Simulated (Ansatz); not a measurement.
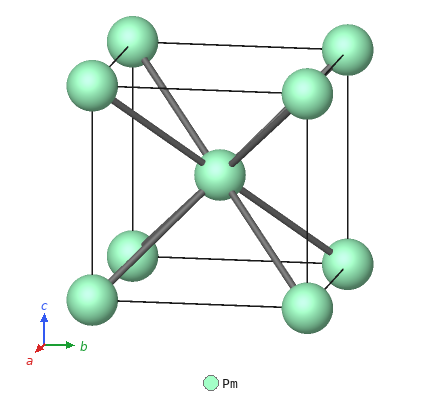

Pm (Im-3m, No. 229): the input geometry of a calculation; the starting structure was generated, so it need not be a known form of this composition.

```xyz
2
Lattice="4.0653 0.0000 0.0000 0.0000 4.0653 0.0000 0.0000 0.0000 4.0653" Properties=species:S:1:pos:R:3 pbc="T T T"
Pm    0.0000    0.0000    0.0000
Pm    2.0326    2.0326    2.0326
```

> What will a Z-contrast image along [001] show? Simulation: incoherent imaging, intensity Z^1.7 per atom, probe width 1.30 Å, thin sample. The probe carries 15 % of its weight in a tail 2.5 times as wide. The display is stretched by a gamma of 0.65; percentages refer to the linear signal. The speckle of an amorphous layer was added.

The columns repeat on a square net with a repeat of 2.87 Å (plane group p4mm). All columns are alike (Pm). The shortest distance between visible columns is 2.87 Å in projection. Along the beam the structure repeats every 4.07 Å.

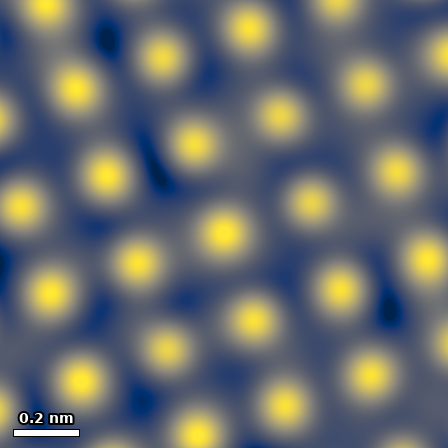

The simulated image.
